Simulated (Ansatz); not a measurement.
# Quasiparticle gap of YCrB4 (Pbam), part 2 of 3

Aim: the quasiparticle gap of YCrB4 (Pbam), starting from LDA.

Ansatz 0.2.0; LDA, then G0W0 on it, plane waves, PAW. Known limits of the many-body steps: finite bands, screening cutoff and k mesh; no spin-orbit coupling in G0W0; no spin polarisation; large ε∞ on the G0W0 mesh.

So far: Set-up; Relaxation.

## Step 3: Bands along the symmetry lines

Level of this step: DFT, LDA, plane waves, PAW (Ansatz).

Levels along a band path and on the mesh show where this functional puts the band edges.

The input, input.yaml:

```yaml
crystal:
  lattice:
    - [5.972, 0.0, 0.0]
    - [0.0, 11.46, 0.0]
    - [0.0, 0.0, 3.461]
  atoms:
    - { symbol: "Y", position: [0.1241200588, 0.1503666468, 0.0] }
    - { symbol: "Y", position: [0.8758799412, 0.8496333532, 0.0] }
    - { symbol: "Y", position: [0.6241200588, 0.3496333532, 0.0] }
    - { symbol: "Y", position: [0.3758799412, 0.6503666468, 0.0] }
    - { symbol: Cr, position: [0.1201299695, 0.421778839, 0.0] }
    - { symbol: Cr, position: [0.8798700305, 0.578221161, 0.0] }
    - { symbol: Cr, position: [0.6201299695, 0.078221161, 0.0] }
    - { symbol: Cr, position: [0.3798700305, 0.921778839, 0.0] }
    - { symbol: B, position: [0.2788786994, 0.3166664433, 0.5] }
    - { symbol: B, position: [0.7211213006, 0.6833335567, 0.5] }
    - { symbol: B, position: [0.7788786994, 0.1833335567, 0.5] }
    - { symbol: B, position: [0.2211213006, 0.8166664433, 0.5] }
    - { symbol: B, position: [0.4755978637, 0.1912257198, 0.5] }
    - { symbol: B, position: [0.5244021363, 0.8087742802, 0.5] }
    - { symbol: B, position: [0.9755978637, 0.3087742802, 0.5] }
    - { symbol: B, position: [0.0244021363, 0.6912257198, 0.5] }
    - { symbol: B, position: [0.3876900752, 0.0465439877, 0.5] }
    - { symbol: B, position: [0.6123099248, 0.9534560123, 0.5] }
    - { symbol: B, position: [0.8876900752, 0.4534560123, 0.5] }
    - { symbol: B, position: [0.1123099248, 0.5465439877, 0.5] }
    - { symbol: B, position: [0.3611603252, 0.4674623972, 0.5] }
    - { symbol: B, position: [0.6388396748, 0.5325376028, 0.5] }
    - { symbol: B, position: [0.8611603252, 0.0325376028, 0.5] }
    - { symbol: B, position: [0.1388396748, 0.9674623972, 0.5] }
kpoints:
  mp_grid: { grid: [4, 2, 6] }
  band_path:
    path:
      - [[0.0, 0.0, 0.0], [0.5, 0.0, 0.0], [0.5, 0.5, 0.0], [0.0, 0.5, 0.0], [0.0, 0.0, 0.0], [0.0, 0.0, 0.5], [0.5, 0.0, 0.5], [0.5, 0.5, 0.5], [0.0, 0.5, 0.5], [0.0, 0.0, 0.5]]
      - [[0.5, 0.0, 0.0], [0.5, 0.0, 0.5]]
      - [[0.0, 0.5, 0.0], [0.0, 0.5, 0.5]]
      - [[0.5, 0.5, 0.0], [0.5, 0.5, 0.5]]
    npoints: 10
hamiltonian:
  xc: lda
scf:
  occupations: { method: fermi_dirac, width: 0.02 }
  n_extra_bands: 12
output:
  eigenvalues: true
  forces: true
  stress: true
  write_density: true
  write_potential: true
  elf: true
  volumetric_format: npy
```

Run with:

```console
ansatz run input.yaml --threads 2 --pin off --max-ram 92160MiB --backend cuda --events-out ev --progress --plain --runs-dir out --devices 1 --max-vram 13GiB
```

Numbers of over 12 decimals in the logs are rounded to 6 here.

Output:

```text
[...]
GPUs: using 1 of 1 available (devices: 1).
[...]
GPU FFT provider: cuFFT
GPU libraries: cuBLAS 13.8.2, cuFFT 12.4.0, cuSOLVER 12.3.4
Crystal: 24 atoms, lattice volume = 236.868 Å³
Basis set: ecut = 420 eV, 4603 PW (Γ)
Bands: 86, of which v1, the nominal top of the filled ones, is band 74 counted from 1 (73 counted from 0)
Symmetry: 8 space group operations
[...]
k-points: 24 of 48
[...]
GPU buffer pool allocated for 76800 grid points (all kernels)
[...]
SCF iter   1: F=—  HF=-30687.693966 eV  |F-HF|=—  |Δ(HF+E_count)|=         —  Δρ=1.04e-2  dr2=2.65e-1  ethr=1.77e-3  ⟨swp⟩=5.0  Hψ=7671  notcnv=0
[...]
SCF iter   7: F=-30687.633563 eV  HF=-30687.633563 eV  |F-HF|=2.27e-8  |Δ(HF+E_count)|=   4.76e-8  Δρ=4.61e-6  dr2=2.26e-8  ethr=6.76e-11  ⟨swp⟩=15.1  Hψ=20774  notcnv=0
SCF 1 converged in 7 iterations: F = -30687.633563 eV  dr2 = 2.26e-8
[...]
NSCF: frozen V_eff on 124 k-points
SCF converged after 7 iterations
Free energy (F): -30687.633563 eV
[...]
Internal energy: -30687.633272 eV  (E = F + TS)
E sigma→0 (E₀):  -30687.633418 eV
Entropy (-TS):   -0.000292 eV (-0.012 meV/atom)
Fermi energy:    13.558331 eV
[...]
--- Forces (eV/Å), atoms counted from 1 ---
  atom   1  Y      0.00238144     0.00145024    -0.00000000
  atom   2  Y     -0.00238144    -0.00145024     0.00000000
  atom   3  Y      0.00238144    -0.00145024    -0.00000000
  atom   4  Y     -0.00238144     0.00145024     0.00000000
  atom   5  Cr     0.00059506    -0.00630473    -0.00000000
  atom   6  Cr    -0.00059506     0.00630473     0.00000000
  atom   7  Cr     0.00059506     0.00630473    -0.00000000
  atom   8  Cr    -0.00059506    -0.00630473     0.00000000
  atom   9  B      0.00096883     0.00064819    -0.00000000
  atom  10  B     -0.00096883    -0.00064819     0.00000000
  atom  11  B      0.00096883    -0.00064819    -0.00000000
  atom  12  B     -0.00096883     0.00064819     0.00000000
  atom  13  B     -0.00200408     0.00068598     0.00000000
  atom  14  B      0.00200408    -0.00068598    -0.00000000
  atom  15  B     -0.00200408    -0.00068598     0.00000000
  atom  16  B      0.00200408     0.00068598    -0.00000000
  atom  17  B     -0.00062799     0.00108019     0.00000000
  atom  18  B      0.00062799    -0.00108019    -0.00000000
  atom  19  B     -0.00062799    -0.00108019     0.00000000
  atom  20  B      0.00062799     0.00108019    -0.00000000
  atom  21  B     -0.00124365     0.00103205     0.00000000
  atom  22  B      0.00124365    -0.00103205    -0.00000000
  atom  23  B     -0.00124365    -0.00103205     0.00000000
  atom  24  B      0.00124365     0.00103205    -0.00000000
  max |Σ_I F_I| component: 1.30e-18 eV/Å
--- Stress (GPa, compression-positive) ---
      -13.560132      -0.000000      -0.000000
       -0.000000     -10.888128      -0.000000
       -0.000000      -0.000000     -12.969070
  P = ⅓ Tr σ = -12.4724 GPa (-124.724 kbar)
--- Band table (eV; the first three rows and the last of 24) ---
  k-point 0: bands = [... 70 lower, 12.4133, 12.9805, 13.1838, 13.2068, 14.3577, 14.3862, 14.6713, 14.7388, ... 8 higher]
  k-point 1: bands = [... 70 lower, 12.5512, 13.0331, 13.1013, 13.1922, 13.8435, 14.2220, 14.3545, 14.4124, ... 8 higher]
  k-point 2: bands = [... 70 lower, 12.4476, 12.9900, 13.0237, 13.1175, 13.6452, 13.9132, 14.1398, 14.2387, ... 8 higher]
  k-point 23: bands = [... 70 lower, 12.0632, 12.0632, 13.0195, 13.0195, 13.7529, 13.7529, 14.6456, 14.6456, ... 8 higher]
```

The job ended after 29 s (1 × NVIDIA H100 80GB HBM3 (shared by 6 runs) with 2 threads of AMD EPYC 7R13 (Zen 3), shared host; peak memory 1.2 GiB).

This step gave:

```
pressure             : -12.47 GPa
filled bands         : 74
gap                  : 0.1705 eV
valence top at       : k = (0.250, 0.000, 0.000)
conduction bottom at : k = (0.000, 0.000, 0.333)
least direct gap     : 0.2356 eV
```

Over mesh and path the gap is 0.170 eV, from k = (0.250, 0.000, 0.000) to k = (0.000, 0.000, 0.333). The least direct gap found is 0.236 eV, at k = (0.250, 0.000, 0.000). The pressure in this cell is -12 GPa; the cell is kept.

The electronic bands at the labelled points (eV, zero at the top of the highest nominally filled band):

```tsv
point	band 71	band 72	band 73	band 74	band 75	band 76	band 77	band 78
Γ	-1.06	-0.49	-0.29	-0.27	0.88	0.91	1.20	1.26
X	-0.60	-0.60	-0.11	-0.11	0.31	0.31	0.87	0.87
S	-0.81	-0.81	-0.09	-0.09	0.70	0.70	0.78	0.78
Y	-1.05	-1.05	-0.23	-0.23	1.00	1.00	1.03	1.03
Γ	-1.06	-0.49	-0.29	-0.27	0.88	0.91	1.20	1.26
Z	-0.81	-0.55	-0.48	-0.45	0.22	0.25	0.27	0.37
U	-1.23	-1.23	-0.47	-0.47	0.27	0.27	1.13	1.13
R	-1.41	-1.41	-0.46	-0.46	0.28	0.28	1.17	1.17
T	-0.95	-0.95	-0.45	-0.45	0.25	0.25	0.78	0.78
Z	-0.81	-0.55	-0.48	-0.45	0.22	0.25	0.27	0.37
jump to X	-0.60	-0.60	-0.11	-0.11	0.31	0.31	0.87	0.87
U	-1.23	-1.23	-0.47	-0.47	0.27	0.27	1.13	1.13
jump to Y	-1.05	-1.05	-0.23	-0.23	1.00	1.00	1.03	1.03
T	-0.95	-0.95	-0.45	-0.45	0.25	0.25	0.78	0.78
jump to S	-0.81	-0.81	-0.09	-0.09	0.70	0.70	0.78	0.78
R	-1.41	-1.41	-0.46	-0.46	0.28	0.28	1.17	1.17
```

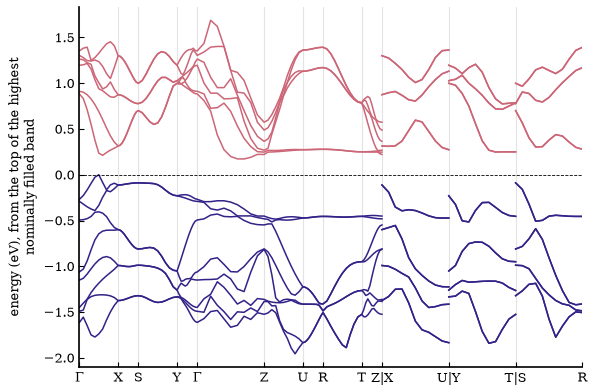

Electronic bands along the path; lines of filled and empty bands in two colours.

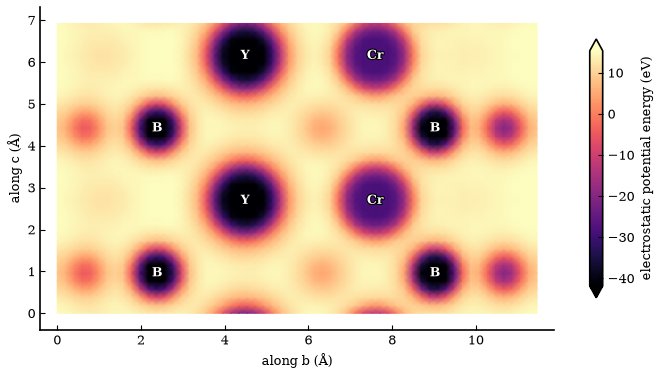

Electrostatic potential energy in the bc plane at fractional x = 0.112, with atoms of Y and Cr and B within 0.2 Å of it. With pseudopotentials it is smooth inside the atoms' cores, unlike the true potential. The map starts off the cell's origin, so that atoms lie inside it.

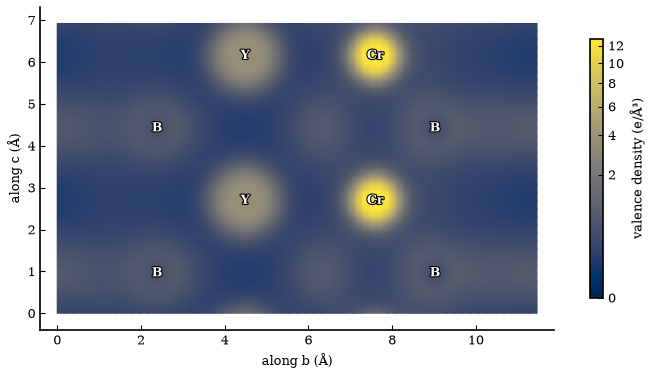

Valence density in the bc plane at fractional x = 0.112, with atoms of Y and Cr and B within 0.2 Å of it. It is the smooth field of the valence electrons, not physical close to the nuclei. The map starts off the cell's origin, so that atoms lie inside it. The colour scale is stretched toward low values.

## Step 4: One-shot GW

G0W0 replaces the xc potential by a self-energy built once from the orbitals of the start. Levels are corrected in the window of bands that the input names, at points of the mesh.

This step: G0W0 on LDA, plane waves, PAW.

Edit input.yaml of step 3 so:

```diff
@@ -31,10 +31,3 @@
 kpoints:
-  mp_grid: { grid: [4, 2, 6] }
-  band_path:
-    path:
-      - [[0.0, 0.0, 0.0], [0.5, 0.0, 0.0], [0.5, 0.5, 0.0], [0.0, 0.5, 0.0], [0.0, 0.0, 0.0], [0.0, 0.0, 0.5], [0.5, 0.0, 0.5], [0.5, 0.5, 0.5], [0.0, 0.5, 0.5], [0.0, 0.0, 0.5]]
-      - [[0.5, 0.0, 0.0], [0.5, 0.0, 0.5]]
-      - [[0.0, 0.5, 0.0], [0.0, 0.5, 0.5]]
-      - [[0.5, 0.5, 0.0], [0.5, 0.5, 0.5]]
-    npoints: 10
+  mp_grid: { grid: [2, 2, 4] }
 hamiltonian:
@@ -42,11 +35,8 @@
 scf:
-  occupations: { method: fermi_dirac, width: 0.02 }
-  n_extra_bands: 12
-output:
-  eigenvalues: true
-  forces: true
-  stress: true
-  write_density: true
-  write_potential: true
-  elf: true
-  volumetric_format: npy
+  occupations: { method: fixed }
+gw:
+  n_empty_bands: 988
+  ecut_chi: 150.0
+  qp_bands: [v4, c4]
+  qp_kpoints: band_edges
+  screening: { model: contour_deformation }
```

Output:

```text
GPUs: using 1 of 1 available (devices: 1).
[...]
GPU FFT provider: cuFFT
GPU libraries: cuBLAS 13.8.2, cuFFT 12.4.0, cuSOLVER 12.3.4
Crystal: 24 atoms, lattice volume = 236.868 Å³
Basis set: ecut = 420 eV, 4603 PW (Γ)
Bands: 98, of which v1, the nominal top of the filled ones, is band 74 counted from 1 (73 counted from 0)
Symmetry: 8 space group operations
[...]
k-points: 12 of 16
[...]
GPU buffer pool allocated for 76800 grid points (all kernels)
[...]
SCF iter   1: F=—  HF=-30687.655765 eV  |F-HF|=—  |Δ(HF+E_count)|=         —  Δρ=9.68e-3  dr2=2.00e-1  ethr=1.77e-3  ⟨swp⟩=3.5  Hψ=3703  notcnv=0  defer=224
[...]
SCF iter   8: F=-30687.602030 eV  HF=-30687.602030 eV  |F-HF|=2.83e-8  |Δ(HF+E_count)|=   5.44e-8  Δρ=3.45e-6  dr2=3.28e-8  ethr=6.76e-11  ⟨swp⟩=10.7  Hψ=4888  notcnv=0
SCF 1 converged in 8 iterations: F = -30687.602030 eV  dr2 = 3.28e-8
[...]
the band table was solved once the SCF had ended and its energy, with any forces and stress, was formed, with the checks that follow a solve (4283 applications of the Hamiltonian). They found nothing against the state; the energy, forces and stress were not computed again (output.eigenvalues in the input reference)
[...]
G₀W₀ screening: q 1/12
[... further progress lines ...]
[...]
SCF converged after 8 iterations
Free energy (F): -30687.602030 eV
[...]
Internal energy: -30687.602030 eV  (E = F + TS)
E sigma→0 (E₀):  -30687.602030 eV
Fermi energy:    13.374563 eV
[...]
--- Band table (eV; the first three rows and the last of 12) ---
  k-point 0: bands = [... 70 lower, 12.4055, 12.9703, 13.1771, 13.1951, 14.3467, 14.3716, 14.6564, 14.7348, ... 20 higher]
  k-point 1: bands = [... 70 lower, 12.4069, 13.0011, 13.0730, 13.1665, 13.6652, 14.1549, 14.2902, 14.5122, ... 20 higher]
  k-point 2: bands = [... 70 lower, 12.6670, 12.9140, 12.9808, 13.0099, 13.6866, 13.7089, 13.7298, 13.8277, ... 20 higher]
  k-point 11: bands = [... 70 lower, 12.0509, 12.0509, 13.0072, 13.0072, 13.7400, 13.7400, 14.6287, 14.6287, ... 20 higher]
--- G₀W₀: contour deformation, 8 samples at zero and on the imaginary axis and 1 off it, 16 q-points, 988 empty bands' worth ---
  eigenvalues of the whole cell's RPA ε∞ on this k-mesh (on a slab, of 1 + 4πα/V) = 40.3947, 41.4885, 46.8854; static W/v taken at q = 0 is 0.022544
  gw.qp_kpoints: band_edges: 12 of 12 stored k-points solved, in 1 pass; an edge of the gap read off the rows below is read off those points alone
    ik  band        ε_KS         Σx   Σc(E_QP)       V_xc       Z   E_QP_lin       E_QP  E_QP is
     0    71     12.4055   -19.9035     1.1821   -19.1969  0.6854    12.8964    12.8810  root
     0    72     12.9703   -19.8539     0.4992   -19.9171  0.6731    13.5183    13.5326  root
     0    73     13.1771   -18.2701     0.4097   -18.2684  0.7088    13.5805    13.5851  root
     0    74     13.1951   -21.5189     0.3906   -21.7269  0.6661    13.7855    13.7937  root
     0    75     14.3467   -15.9405    -3.8143   -20.3637  0.6947    14.9675    14.9557  root
     0    76     14.3716   -18.1789    -4.6285   -23.5714  0.6521    15.1419    15.1357  root
     0    77     14.6564   -18.2191    -3.9877   -22.9615  0.6745    15.4164    15.4111  root
     0    78     14.7348   -12.6033    -4.9063   -18.0445  0.7159    15.2769    15.2697  root
     1    71     12.4069   -20.5157     0.9325   -20.1387  0.6720    12.9577    12.9625  root
     1    72     13.0011   -22.9049     0.6055   -23.0330  0.6475    13.7149    13.7346  root
     1    73     13.0730   -21.6017     1.0014   -21.1353  0.6553    13.5939    13.6079  root
     1    74     13.1665   -21.9508     0.9691   -21.5801  0.6532    13.7522    13.7648  root
     1    75     13.6652   -16.9846    -3.7246   -21.3695  0.6772    14.3400    14.3256  root
     1    76     14.1549   -17.0982    -4.2141   -22.0299  0.6732    14.8666    14.8726  root
     1    77     14.2902   -18.4317    -5.3496   -24.6181  0.6444    15.1394    15.1269  root
     1    78     14.5122   -17.3279    -5.4634   -23.5601  0.6492    15.2843    15.2810  root
     2    71     12.6670   -14.7560     0.8540   -13.8298  0.7492    12.5948    12.5950  root
     2    72     12.9140   -25.1584     1.2503   -24.6659  0.6120    13.6385    13.6718  root
     2    73     12.9808   -25.1003     1.3635   -24.4903  0.6089    13.7022    13.7343  root
     2    74     13.0099   -21.7620     0.9173   -21.4671  0.6710    13.6210    13.6323  root
     2    75     13.6866   -16.1630    -4.8221   -21.7614  0.6991    14.4807    14.4630  root
     2    76     13.7089   -20.9209    -4.1954   -26.0439  0.6244    14.6548    14.6366  root
     2    77     13.7298   -20.6467    -4.2559   -25.8385  0.6286    14.6693    14.6658  root
     2    78     13.8277   -16.9051    -4.9430   -22.6695  0.6928    14.6688    14.6491  root
     3    71     12.4133   -19.6044     0.7445   -19.3821  0.6947    12.9422    12.9354  root
     3    72     12.4133   -19.6044     0.7445   -19.3821  0.6947    12.9422    12.9354  root
     3    73     13.2341   -20.6410     0.5243   -20.6729  0.6824    13.7829    13.7903  root
     3    74     13.2341   -20.6410     0.5243   -20.6729  0.6824    13.7829    13.7903  root
     3    75     14.4697   -12.2613    -4.5490   -17.2960  0.7256    14.9615    14.9553  root
     3    76     14.4697   -12.2613    -4.5490   -17.2960  0.7256    14.9615    14.9553  root
     3    77     14.4883   -18.0837    -4.4057   -23.2405  0.6598    15.2437    15.2394  root
     3    78     14.4883   -18.0837    -4.4057   -23.2405  0.6598    15.2437    15.2394  root
     4    71     12.7282   -21.0868     1.0747   -20.5424  0.6571    13.2471    13.2585  root
     4    72     12.7282   -21.0868     1.0747   -20.5424  0.6571    13.2471    13.2585  root
     4    73     13.1610   -21.6903     0.7753   -21.5128  0.6574    13.7466    13.7588  root
     4    74     13.1610   -21.6903     0.7753   -21.5128  0.6574    13.7466    13.7588  root
     4    75     13.8343   -16.8548    -3.9882   -21.5386  0.6782    14.5359    14.5299  root
     4    76     13.8343   -16.8548    -3.9882   -21.5386  0.6782    14.5359    14.5299  root
     4    77     14.3284   -18.0843    -5.1715   -24.0639  0.6545    15.1486    15.1364  root
     4    78     14.3284   -18.0843    -5.1715   -24.0639  0.6545    15.1486    15.1364  root
[...]
10    75     13.8452   -16.7092    -3.8650   -21.2295  0.6773    14.5061    14.5005  root
    10    76     13.8452   -16.7092    -3.8650   -21.2295  0.6773    14.5061    14.5005  root
    10    77     14.3032   -18.8000    -5.5908   -25.2611  0.6413    15.1937    15.1734  root
    10    78     14.3032   -18.8000    -5.5908   -25.2611  0.6413    15.1937    15.1734  root
    11    71     12.0509   -21.4711     1.9992   -19.9157  0.6763    12.4869    12.4947  root
    11    72     12.0509   -21.4711     1.9992   -19.9157  0.6763    12.4869    12.4947  root
    11    73     13.0072   -25.2712     1.2477   -24.7983  0.6110    13.7523    13.7820  root
    11    74     13.0072   -25.2712     1.2477   -24.7983  0.6110    13.7523    13.7820  root
    11    75     13.7400   -21.0115    -4.1913   -26.1439  0.6231    14.6845    14.6810  root
    11    76     13.7400   -21.0115    -4.1913   -26.1439  0.6231    14.6845    14.6810  root
    11    77     14.6287   -17.8450    -5.8135   -24.4767  0.6292    15.4283    15.4468  root
    11    78     14.6287   -17.8450    -5.8135   -24.4767  0.6292    15.4283    15.4468  root
```

Wall time 2.2 min (1 × NVIDIA H100 80GB HBM3 (shared by 6 runs) with 2 threads); peak memory 4.3 GiB; 3.9 min of CPU time.

This step gave:

```
bands summed                                    : 1062
RPA ε∞ on this mesh (eigenvalues)               : 40.39, 41.49, 46.89
plane waves in the screening matrix             : 987
q-points in the mesh                            : 16
G0W0 gap over the corrected points              : 0.3382 eV
k of the valence top                            : -0.5, -0.5, 0
k of the conduction bottom                      : 0, 0, 0.25
starting gap on the mesh                        : 0.2907 eV
Z at the valence top                            : 0.6641
Z at the conduction bottom                      : 0.6772
least direct G0W0 gap over the corrected points : 0.4469 eV
```

Over all 12 irreducible mesh points the G0W0 gap is 0.338 eV, from k = (-0.500, -0.500, 0.000) to k = (0.000, 0.000, 0.250). The LDA gap of this run on the mesh is 0.291 eV. The two states that bound the G0W0 gap lie that far apart at the start, so the correction of the gap is 0.338 − 0.291 = +0.047 eV. The start of this run differs from the step before in mesh (4×2×6 and 2×2×4) and occupations.

Labels follow the order of the start: v1 is the top filled band, c1 the lowest empty one; levels that stay degenerate share a row, the window can cut a multiplet, doubted levels are not marked in this list, bands outside the window were not corrected, and the list may be a part of the corrected levels. Levels before and after the correction, in eV, zero at the valence-band top of each column:

```tsv
	conduction bottom	valence top
Kohn-Sham	0.29	0.00
G0W0	0.34	0.00
```

```tsv
	level	occupation	energy (eV)
Kohn-Sham	(0 0 0.25) v3	2	-0.374
Kohn-Sham	(0 0 0.25) v2	2	-0.302
Kohn-Sham	(0 0 0.25) v1	2	-0.208
Kohn-Sham	(0 0 0.25) c1	0	0.291
Kohn-Sham	(0 0 0.25) c2	0	0.780
Kohn-Sham	(0 0 0.25) c3	0	0.916
Kohn-Sham	(-0.5 -0.5 0) v3	2	-0.720
Kohn-Sham	(-0.5 -0.5 0) v2-v1	2	0.000
Kohn-Sham	(-0.5 -0.5 0) c1-c2	0	0.792
Kohn-Sham	(-0.5 -0.5 0) c3	0	0.867
G0W0	(0 0 0.25) v3	2	-0.253
G0W0	(0 0 0.25) v2	2	-0.379
G0W0	(0 0 0.25) v1	2	-0.223
G0W0	(0 0 0.25) c1	0	0.338
G0W0	(0 0 0.25) c2	0	0.885
G0W0	(0 0 0.25) c3	0	1.140
G0W0	(-0.5 -0.5 0) v3	2	-0.850
G0W0	(-0.5 -0.5 0) v2-v1	2	0.000
G0W0	(-0.5 -0.5 0) c1-c2	0	0.748
G0W0	(-0.5 -0.5 0) c3	0	0.972
```

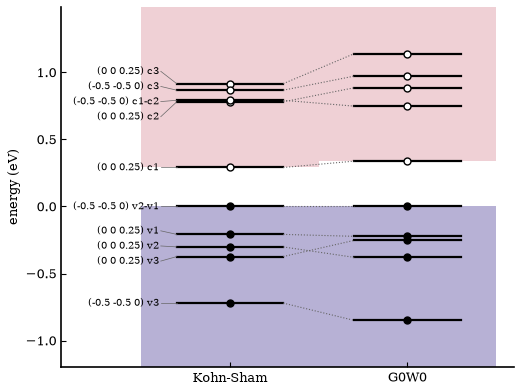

Levels before and after the correction. Shaded: valence and conduction bands. Filled marks are occupied levels, open marks empty ones.

The parts of the quasiparticle energy for the two states that bound the G0W0 gap, in eV on the run's own scale (QP = start + Σx + Σc − Vxc, with Σc at the quasiparticle energy):

```tsv
edge	k	band	start	Σx	Σc	Vxc	Z	QP
valence top	(-0.500, -0.500, 0.000)	73	13.375	−21.796	0.267	−22.142	0.664	13.987
conduction bottom	(0.000, 0.000, 0.250)	75	13.665	−16.985	−3.725	−21.369	0.677	14.326
```

(Continued in part 3 of 3.)

[Paths, hosts, dates, memory and timing lines, banners, echoed tables and standing remarks are left out of the program output.]

[Logs are printed without paths, hosts, clocks, repeated set-up lines and the standing remarks that a program may print on its own settings, such as how far it seeks lower states.]

[Runs of the session that timed out or met a known fault of the program may be left out.]

[Cells called generated may have been cut or substituted from an entry of the Crystallography Open Database or the Materials Project.]

[Hosts, paths, dates, database ids (printed as entryN), source tags and the programs' standing remarks are cut or masked in the printed files.]

[Where an RPA ε∞ is given, it is that of the G0W0 mesh and is not shown converged in it. Names of k-points follow the symmetry that the program found, which can be lower than the space group named. Band edges on a path are those of the sampled points; other points can move an edge, and change direct to indirect where valleys lie close.]

[Hybrid gaps are those of their k-mesh and are not shown converged in it.]
